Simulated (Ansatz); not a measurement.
CdSe

```
Cd Se
1.0
     6.33157    0.00000    0.00000
     0.00000    0.00000   -6.33157
     0.00000    6.33157    0.00000
Cd Se
4 4
Direct
  0.50000 0.50000 0.00000
  0.00000 0.50000 0.50000
  0.00000 0.00000 0.00000
  0.50000 0.00000 0.50000
  0.75000 0.75000 0.25000
  0.25000 0.75000 0.75000
  0.25000 0.25000 0.25000
  0.75000 0.25000 0.75000
```

Space group F-43m; a structure from a database of computed crystals, not necessarily the ambient phase; changed on purpose from its base cell (volume × 1.10); computed pressure about −4 GPa in this cell.

Method: DFT r2SCAN, scalar-relativistic, plane waves, PAW (Ansatz).

### What can the converged valence pseudo-density and electron localisation function tell about the bonding?

Cd–Se (2.74 Å): the density is about 0.32 e/Å³ at the midpoint; the ELF is about 0.40 at the midpoint and 0.15 at its lowest between the atoms.

### Metal or insulator at this level of theory?

It is gapped, with a Kohn–Sham gap of 0.82 eV on the k-point mesh (the band edges may lie off the mesh, which would make the gap smaller).

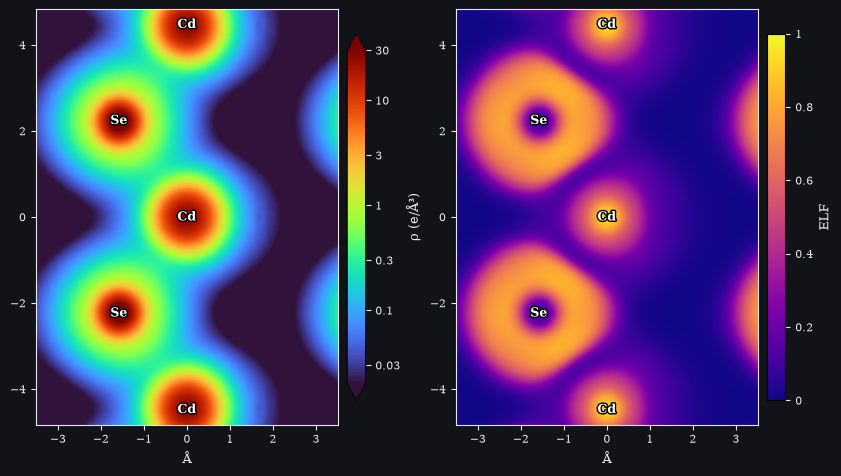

Computed valence pseudo-density and electron localisation function on the (101) plane of the conventional cell, in this order. 

The density is the valence pseudo-density of a PAW calculation; it isn't the true density close to the nuclei.
